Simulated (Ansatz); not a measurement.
Given this structure:

```xyz
2
Lattice="3.3080 0.0000 0.0000 -1.6540 2.8648 0.0000 0.0000 0.0000 4.8610" Properties=species:S:1:pos:R:3 pbc="T T T"
Zr    1.6540    0.9549    3.6458
Zr    0.0000    1.9099    1.2153
```

**Summarise the structure in words.**

The element is zirconium. The lattice is primitive hexagonal and the space group P6_3/mmc (No. 194). Type of structure: hexagonal close-packed (Mg type). The cell holds two atoms. About every Zr there are twelve Zr in a distorted anticuboctahedral arrangement at 3.09 to 3.31 Å. The bonds build a three-dimensional framework.

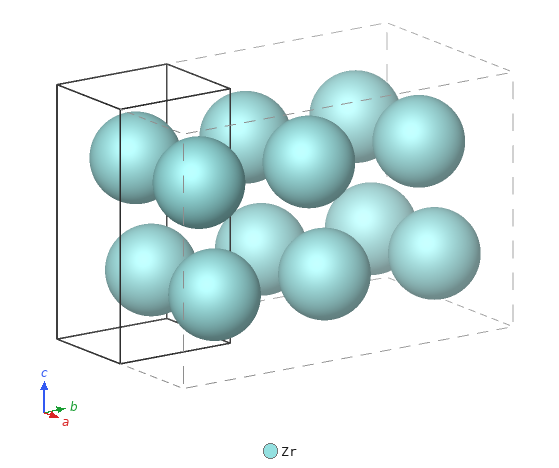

View slightly off an axis, drawn as a spheres-only model. The conventional unit cell (solid box) is repeated to 2×3×1 cells. Colours: zirconium light teal.

Origin of the cell: a structure listed in the Materials Project. The cell was then strained or its atoms displaced on purpose. It was the input of a calculation with Ansatz.

At this level of theory the cell isn't at rest (stretched, at -5 GPa), so its distances can differ from those at equilibrium, the more so the softer the solid.
